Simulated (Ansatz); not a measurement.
This input was run:

```
crystal:
  lattice:
    - [4.4266592229, 0.0, 0.0]
    - [-2.2133296114, 3.8335993409, 0.0]
    - [0.0, 0.0, 23.1322922709]
  atoms:
    - { symbol: Se, position: [0.0, 0.0, 0.3265940654] }
    - { symbol: Hg, position: [0.3333333333, 0.6666666667, 0.3551821679] }
    - { symbol: Se, position: [0.3333333333, 0.6666666667, 0.4868853962] }
    - { symbol: Hg, position: [0.6666666667, 0.3333333333, 0.51545021] }
    - { symbol: Se, position: [0.6666666667, 0.3333333333, 0.6498484461] }
    - { symbol: Hg, position: [0.0, 0.0, 0.6660397144] }
basis:
  ecutwfc: 420
kpoints:
  mp_grid: { grid: [9, 9, 1] }
  band_path:
    path:
      - [0.5, 0, 0]
      - [0, 0, 0]
      - [0.3333333333333, 0.3333333333333, 0]
      - [0.5, 0, 0]
    npoints: 12
hamiltonian:
  xc: pbe
scf:
  occupations: { method: gaussian, width: 0.1 }
  n_extra_bands: 36
output:
  forces: true
  eigenvalues: true
  populations: true
  fatbands: true
  write_density: true
  write_potential: true
  elf: true
  volumetric_format: npy
magnetization:
  noncollinear: true
  spin_orbit: true
efield:
  axis: 3
  dipole_correction: true
  ramp_width: 0.04
```

Run as:
```bash
ansatz run input.yaml --threads 2 --pin off --max-ram 5632MiB --backend cpu --events-out ev --progress --plain --runs-dir out
```

What will the band structure look like? The path is M–Γ–K–M.

A metal: bands cross the Fermi level along this path. Bands cross the Fermi level on M–Γ and Γ–K, and not on K–M. At K the nearest levels lie 0.43 eV below and 1.82 eV above the Fermi level.

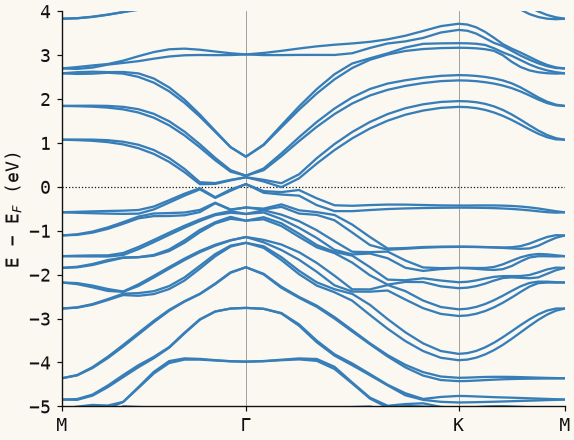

Band structure. Energies are counted from the Fermi level.
